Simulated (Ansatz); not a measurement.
## CdS: geometry relaxation (part 1 of 2)

The run: geometry relaxation of CdS (P6₃/mmc, 4 atoms in the cell). Method and program: DFT, PBE, PAW with Ansatz's default frozen-core files, scalar-relativistic, no spin polarisation (Ansatz 0.2.0).

The structure was built on a prototype by a generator; it need not be a known phase. Its volume is 0.93 times that of the source entry. It belongs to a series of runs on one base structure; here: NiAs relaxed under pressure, PAW files. Figures and captions count atoms from 1; the log counts them from 0 in places.

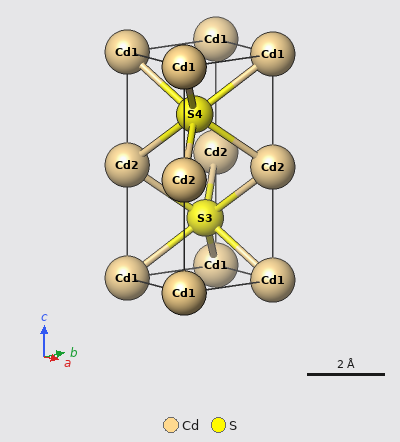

*The structure as given in the input (ball-and-stick view of the cell of the calculation, seen slightly off an axis; atoms are numbered from 1 in the order of the input).*

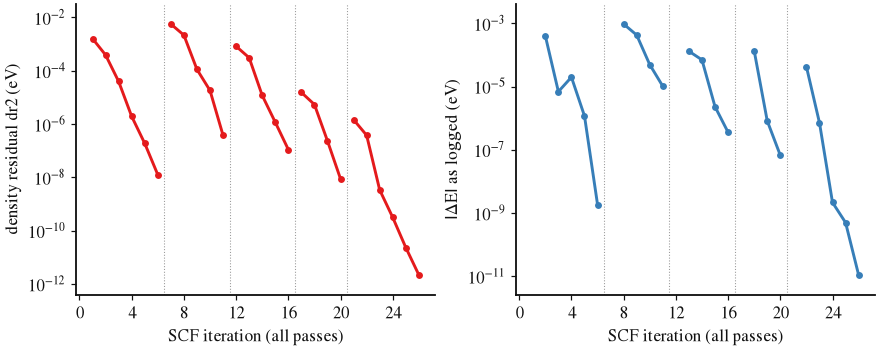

*Convergence of the self-consistent field: density residual dr2 and size of the energy change against the SCF iteration. The dotted lines part the SCF passes of the relaxation: geometry steps, rejected trials and re-solves on a re-selected basis.*

The 5 passes take 4 to 6 iterations each, 26 in all.

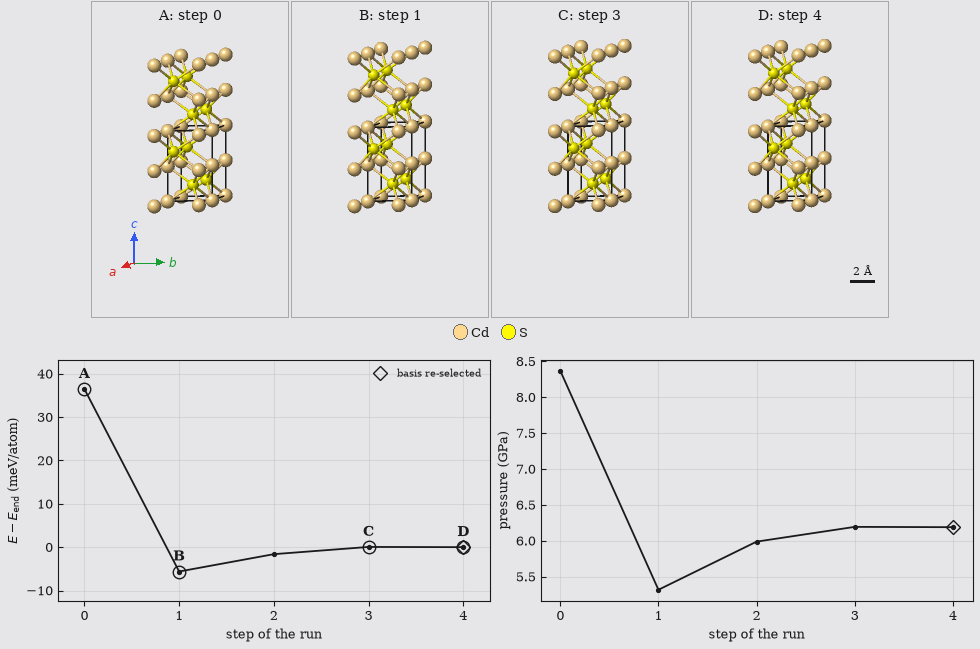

*Frames of the relaxation (ball-and-stick view of the cell of the calculation, repeated 2 × 1 × 2, seen slightly off an axis) above the curves, on which the letters mark them (the first geometry is step 0 here and step 1 in the log).*

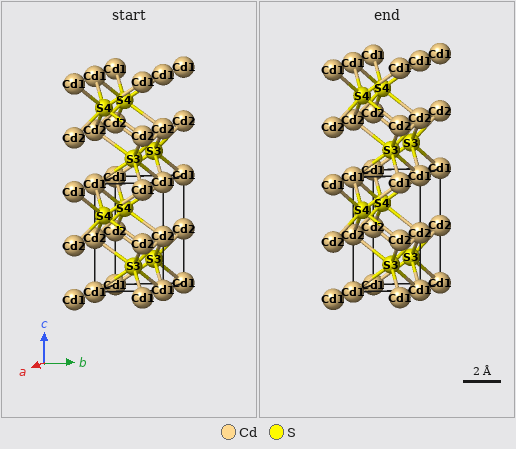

*Before (left) and after (right) the relaxation, at one scale (ball-and-stick view of the cell of the calculation, repeated 2 × 1 × 2, seen slightly off an axis).*

The atoms keep their places relative to the cell (all moves are under 0.005 Å). Cell: a = b 3.859 → 3.772 Å (−2.3 %), c 5.982 → 6.357 Å (+6.3 %). Volume +1.5 %. Among the contacts that change: Cd1–S3 2.683 → 2.696 Å. Among the angles that change: Cd1–S3–Cd2 67.7° → 72.2°, Cd1–S3–Cd1 92.0° → 88.8°, S3–Cd1–S4 88.0° → 91.2°. The space group stays P6_3/mmc (No. 194). After 3 geometry steps the energy has fallen by 36.4 meV per atom. All forces vanish by symmetry, so only the cell relaxes. Pressure: 8.37 GPa at the start and 6.19 GPa at the end. A last SCF at the same geometry on a re-selected plane-wave basis shifts the energy by −0.1 meV per atom. (Atoms are counted from 1 in the order of the input.)

The input that produced these results follows, with the program's output.

**The input**
```yaml
crystal:
  lattice:
    - [3.8590341435, 0.0, 0.0]
    - [-1.9295170717, 3.3420216023, 0.0]
    - [0.0, 0.0, 5.9815029224]
  atoms:
    - { symbol: Cd, position: [0.0, 0.0, 0.0] }
    - { symbol: Cd, position: [0.0, 0.0, 0.5] }
    - { symbol: S, position: [0.3333333333, 0.6666666667, 0.25] }
    - { symbol: S, position: [0.6666666667, 0.3333333333, 0.75] }
kpoints:
  mp_grid: { grid: [10, 10, 6] }
scf:
  occupations: { method: fermi_dirac, width: 0.08 }
hamiltonian:
  xc: pbe
  pseudopotentials: { kind: paw }
output:
  forces: true
  stress: true
  eigenvalues: true
relax:
  f_tol: 0.005
  max_steps: 40
  cell: { p_target: 6.2, stress_tol: 0.03 }
```

Launched with:
```bash
ansatz run input.yaml --threads 1 --pin off --max-ram 3584MiB --backend cpu --events-out ev --progress --plain --runs-dir out
```

**Output**
```
Engine: ansatz 0.2.0, x86_64-unknown-linux-gnu
Pseudopotentials: kind: paw
Pseudopotential: Cd, paw, valence charge 20, recommended cutoff 420 eV (normal), Cd.paw.azcp
Pseudopotential: S, paw, valence charge 6, recommended cutoff 420 eV (normal), S.paw.azcp
Functional definition: PBE
  parameter kappa = 0.804
  parameter beta = 0.06672455060314922
  exchange = pbe_x(kappa = kappa, mu = beta*pi^2/3)
  correlation = pbe_c(beta = beta)
Crystal: 4 atoms, lattice volume = 77.143 Å³
Basis set: ecut = 420 eV, 1495 PW (Γ), exchange–correlation on 54×54×80 points (8 copies of the dense FFT grid, shifted against one another)
Bands: 32, of which v1, the nominal top of the filled ones, is band 26 counted from 1 (25 counted from 0)
Symmetry: 24 space group operations
Space group: P63/mmc (ITA 194), of the structure as read, at distance tolerance 4.3e-5 Å
k-points: 56 of 600
Non-local potential: Cd, projectors of the file, l = 0: 3, l = 1: 2, l = 2: 2, l = 3: 1
Non-local potential: S, projectors of the file, l = 0: 2, l = 1: 2, l = 2: 2
PAW form: soft (Blöchl's): semilocal exchange-correlation on the pseudo side does not see the compensation charge
PAW one-centre angular grid: Cd, 590 points (default); XC on 64 Gauss nodes
PAW one-centre angular grid: S, 110 points (default); XC on 64 Gauss nodes
Initial density: superposition of atomic densities (neutral atoms: chi_scale 0, normalization atom), corrected by the library's trained network
Initial wavefunctions: pseudopotential atomic-orbital guess
Functional: x = pbe(κ = 0.804, μ = 0.2195149727645171), c = pbe(β = 0.06672455060314922)
SCF iter   1: F=—  HF=-18314.698567 eV  |F-HF|=—  |Δ(HF+E_count)|=         —  Δρ=1.30e-3  dr2=1.60e-3  ethr=1.77e-3  ⟨swp⟩=5.7  Hψ=6864  notcnv=0
preconditioner: auto → Resta (q_TF=auto, 2.555 Å⁻¹)  ε∞=5.4  [insulator: Δε(μ)=0.920 eV  Ē_g=12.045 eV  σ=0.080 eV  W_gap=0.98  n_scr=22 (ndim 8)  ℏωp=25.4 eV  f_vac=0.019  D(μ)=0.00/eV (n_scr^D=0)  ε∞_Penn≈5.4]
SCF iter   2: F=—  HF=-18314.698969 eV  |F-HF|=—  |Δ(HF+E_count)|=   4.02e-4  Δρ=6.61e-4  dr2=3.90e-4  ethr=3.07e-6  ⟨swp⟩=2.3  Hψ=3202  notcnv=0  defer=3
SCF iter   3: F=—  HF=-18314.698976 eV  |F-HF|=—  |Δ(HF+E_count)|=   6.89e-6  Δρ=1.82e-4  dr2=3.96e-5  ethr=7.51e-7  ⟨swp⟩=2.0  Hψ=2712  notcnv=0  defer=3
SCF iter   4: F=—  HF=-18314.698956 eV  |F-HF|=—  |Δ(HF+E_count)|=   1.98e-5  Δρ=5.40e-5  dr2=1.93e-6  ethr=7.61e-8  ⟨swp⟩=2.0  Hψ=2722  notcnv=0  defer=3
SCF iter   5: F=—  HF=-18314.698958 eV  |F-HF|=—  |Δ(HF+E_count)|=   1.17e-6  Δρ=1.98e-5  dr2=1.87e-7  ethr=3.72e-9  ⟨swp⟩=2.1  Hψ=2660  notcnv=0  defer=3
SCF iter   6: F=-18314.698958 eV  HF=-18314.698958 eV  |F-HF|=3.19e-8  |Δ(HF+E_count)|=   1.84e-9  Δρ=4.47e-6  dr2=1.25e-8  ethr=1.92e-10  ⟨swp⟩=7.2  Hψ=7057  notcnv=0
SCF 1 converged in 6 iterations: F = -18314.698958 eV  dr2 = 1.25e-8
  greatest PAW one-centre occupation: 1.000 electrons in one spin orbital (limit 2), on the Cd atom at site 1 (counted from 0), in its partial waves of l = 0
relax step   1: F+E_penalty+E_count = -18314.69895763 eV  Δ(F+E_penalty+E_count) = +0.000e0 eV  max|allowed force component| = 1.203e-16 eV/Å  Δτ_max = 0.0000 Å  P = +8.368 GPa  Ω = 77.143 Å³  (6 SCF iters, dr2 threshold 1.00e-7 eV, accepted)
Crystal: 4 atoms, lattice volume = 79.182 Å³
Basis set: ecut = 420 eV, 1545 PW (Γ), exchange–correlation on 54×54×80 points (8 copies of the dense FFT grid, shifted against one another)
Initial density: handed on by an earlier stage of this run
Initial wavefunctions: those handed on with the density
iter 1 solved again at ethr=9.48e-6 eV; its pass at ethr=3.10e-3 eV (dr2=4.93e-3 eV) is discarded
SCF iter   1: F=—  HF=-18314.868635 eV  |F-HF|=—  |Δ(HF+E_count)|=         —  Δρ=2.87e-3  dr2=5.64e-3  ethr=9.48e-6  ⟨swp⟩=2.0  Hψ=9803  notcnv=0
preconditioner: auto → Resta (q_TF=auto, 2.544 Å⁻¹)  ε∞=5.4  [insulator: Δε(μ)=0.872 eV  Ē_g=11.917 eV  σ=0.080 eV  W_gap=0.97  n_scr=22 (ndim 8)  ℏωp=25.0 eV  f_vac=0.020  D(μ)=0.00/eV (n_scr^D=0)  ε∞_Penn≈5.4]
SCF iter   2: F=—  HF=-18314.867685 eV  |F-HF|=—  |Δ(HF+E_count)|=   9.50e-4  Δρ=1.62e-3  dr2=2.16e-3  ethr=9.48e-6  ⟨swp⟩=1.0  Hψ=1792  notcnv=0
SCF iter   3: F=—  HF=-18314.867260 eV  |F-HF|=—  |Δ(HF+E_count)|=   4.25e-4  Δρ=3.54e-4  dr2=1.12e-4  ethr=4.15e-6  ⟨swp⟩=2.0  Hψ=2800  notcnv=0
SCF iter   4: F=—  HF=-18314.867309 eV  |F-HF|=—  |Δ(HF+E_count)|=   4.92e-5  Δρ=1.56e-4  dr2=1.81e-5  ethr=2.16e-7  ⟨swp⟩=2.5  Hψ=3237  notcnv=0
SCF iter   5: F=-18314.867320 eV  HF=-18314.867319 eV  |F-HF|=6.32e-7  |Δ(HF+E_count)|=   1.02e-5  Δρ=2.34e-5  dr2=3.75e-7  ethr=7.69e-10  ⟨swp⟩=4.2  Hψ=8899  notcnv=0
SCF 2 converged in 5 iterations: F = -18314.867320 eV  dr2 = 3.75e-7
relax step   2: F+E_penalty+E_count = -18314.86732002 eV  Δ(F+E_penalty+E_count) = -1.684e-1 eV  max|allowed force component| = 2.082e-16 eV/Å  Δτ_max = 0.0000 Å  P = +5.317 GPa  Ω = 79.182 Å³  energy of the carried Pulay correction = -5.984e-4 eV  (5 SCF iters, dr2 threshold 4.00e-7 eV, accepted)
Crystal: 4 atoms, lattice volume = 78.512 Å³
Basis set: ecut = 420 eV, 1533 PW (Γ), exchange–correlation on 54×54×80 points (8 copies of the dense FFT grid, shifted against one another)
iter 1 solved again at ethr=1.42e-6 eV; its pass at ethr=3.10e-3 eV (dr2=7.39e-4 eV) is discarded
SCF iter   1: F=—  HF=-18314.851358 eV  |F-HF|=—  |Δ(HF+E_count)|=         —  Δρ=1.07e-3  dr2=8.24e-4  ethr=1.42e-6  ⟨swp⟩=2.2  Hψ=9582  notcnv=0
preconditioner: auto → Resta (q_TF=auto, 2.547 Å⁻¹)  ε∞=5.4  [insulator: Δε(μ)=0.863 eV  Ē_g=11.939 eV  σ=0.080 eV  W_gap=0.98  n_scr=22 (ndim 8)  ℏωp=25.1 eV  f_vac=0.015  D(μ)=0.00/eV (n_scr^D=0)  ε∞_Penn≈5.4]
SCF iter   2: F=—  HF=-18314.851226 eV  |F-HF|=—  |Δ(HF+E_count)|=   1.31e-4  Δρ=6.09e-4  dr2=3.06e-4  ethr=1.42e-6  ⟨swp⟩=1.0  Hψ=1792  notcnv=0
SCF iter   3: F=—  HF=-18314.851296 eV  |F-HF|=—  |Δ(HF+E_count)|=   6.98e-5  Δρ=1.05e-4  dr2=1.18e-5  ethr=5.88e-7  ⟨swp⟩=2.0  Hψ=2799  notcnv=0
SCF iter   4: F=—  HF=-18314.851298 eV  |F-HF|=—  |Δ(HF+E_count)|=   2.30e-6  Δρ=4.39e-5  dr2=1.16e-6  ethr=2.27e-8  ⟨swp⟩=2.0  Hψ=2774  notcnv=0
SCF iter   5: F=-18314.851299 eV  HF=-18314.851299 eV  |F-HF|=4.23e-8  |Δ(HF+E_count)|=   3.56e-7  Δρ=1.32e-5  dr2=1.10e-7  ethr=7.69e-10  ⟨swp⟩=5.1  Hψ=7342  notcnv=0
SCF 3 converged in 5 iterations: F = -18314.851299 eV  dr2 = 1.10e-7
relax step   3: F+E_penalty+E_count = -18314.85129866 eV  Δ(F+E_penalty+E_count) = +1.602e-2 eV  max|allowed force component| = 1.018e-16 eV/Å  Δτ_max = 0.0000 Å  P = +5.988 GPa  Ω = 78.512 Å³  energy of the carried Pulay correction = -3.970e-4 eV  (5 SCF iters, dr2 threshold 4.00e-7 eV, accepted)
Crystal: 4 atoms, lattice volume = 78.333 Å³
iter 1 solved again at ethr=4.36e-8 eV; its pass at ethr=3.10e-3 eV (dr2=2.27e-5 eV) is discarded
```
